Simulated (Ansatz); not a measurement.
# HfN: what the fields show

```
CELL_PARAMETERS angstrom
3.08517 0.00000 0.00000
-1.54258 2.67183 0.00000
0.00000 0.00000 2.89190
ATOMIC_POSITIONS crystal
Hf 0.33333 0.66667 0.50000
N 0.00000 0.00000 0.00000
```

Space group P-6m2; computed without spin polarisation.

The calculation used DFT r2SCAN, scalar-relativistic, plane waves, PAW in Ansatz.

In a PAW calculation such maps are meaningful between the atoms, not at the nuclei.

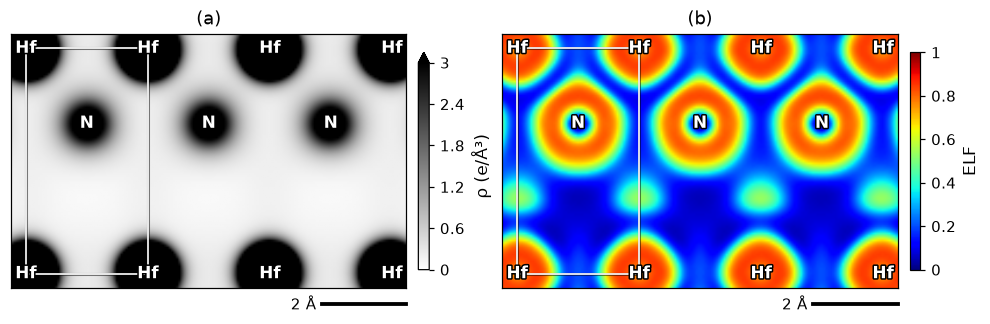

Figure 1. (a) valence pseudo-density; (b) ELF on the (110) plane of the conventional cell.

Describe what can be read from this map.

Answer.
- The section cuts through Hf and N sites.
- Hf–N (2.29 Å): the density is about 0.49 e/Å³ at the midpoint; the ELF peaks at about 0.80 in the valence shell of N, 0.7 Å from its nucleus, and is about 0.15 at the midpoint; no localised pair shows between them.
- Hf–Hf (2.89 Å): ρ is about 0.25 e/Å³ halfway; the ELF is about 0.20 at the midpoint; no shared electron pair shows on this line.
- Between the atoms the lowest density in this plane is 0.08 e/Å³.
- The features right at Hf lie inside the PAW spheres, where the map follows smoothed inner orbitals and isn't to be read closely.

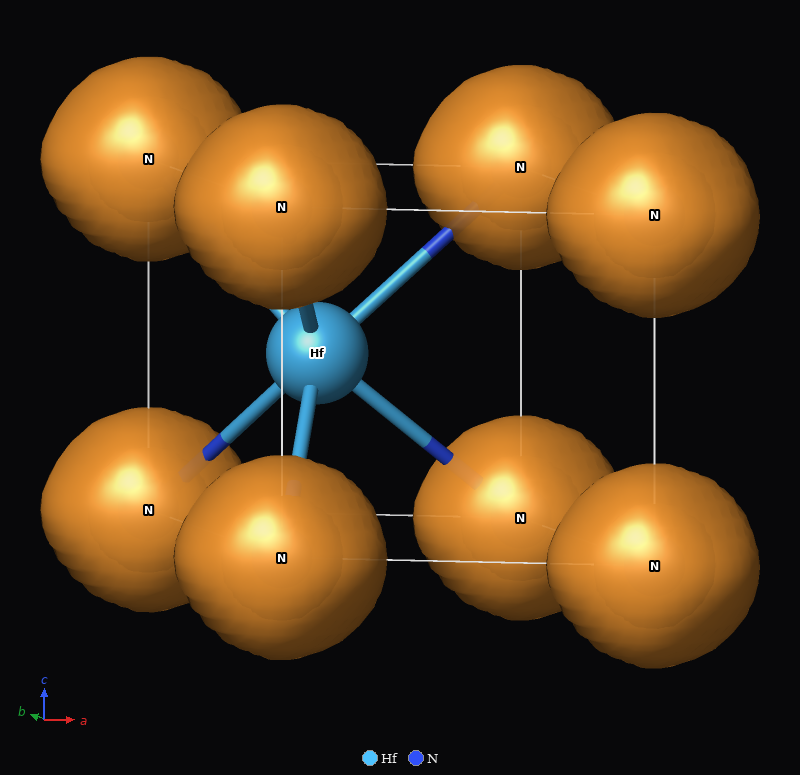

Figure 2. Isosurface of the electron localisation function at 0.75 (orange), seen slightly off an axis. Only the valence region is drawn (cores and ρ < 0.01 e/Å³ removed). Sticks mark near contacts.

Where are the electrons localised?

Answer. The ELF exceeds this value in one region wrapped around N (its valence shell), counted in one cell of 2 atoms. Regions shared between cells count once.

Does the calculation give a band gap?

Answer. It is gapless in this calculation (a metal or semimetal).
